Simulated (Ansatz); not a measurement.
Structure of Rb:

```
CELL_PARAMETERS angstrom
5.03708 0.00000 0.00000
-2.51854 4.36224 0.00000
0.00000 0.00000 16.61796
ATOMIC_POSITIONS crystal
Rb 0.00000 0.00000 0.00000
Rb 0.00000 0.00000 0.50000
Rb 0.33333 0.66667 0.25000
Rb 0.66667 0.33333 0.75000
```

Structure used: the input geometry of an electronic-structure calculation (not necessarily at equilibrium); the starting structure was generated, so it need not be a known form of this composition.

Question: Predict the first 2 clear peaks of the X-ray G(r) with σ = 0.10 Å, and name the atom pairs.

Answer: 1. 5.05 Å: Rb–Rb at 5.04–5.07 Å
2. 7.15 Å: Rb–Rb at 7.15 Å

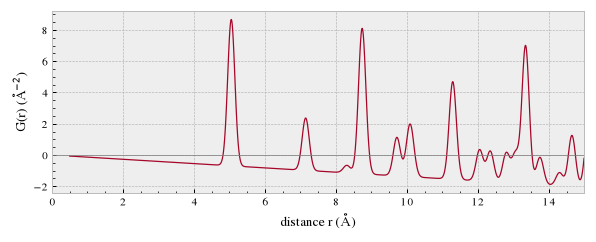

Simulated X-ray pair distribution function, G(r) = R(r)/r − 4πρ₀r, summed over the atomic distances of the structure with each pair weighted by the product of the atomic numbers (X-ray weights at Q = 0); every distance is a Gaussian of σ = 0.10 Å. There is no Q-range truncation.
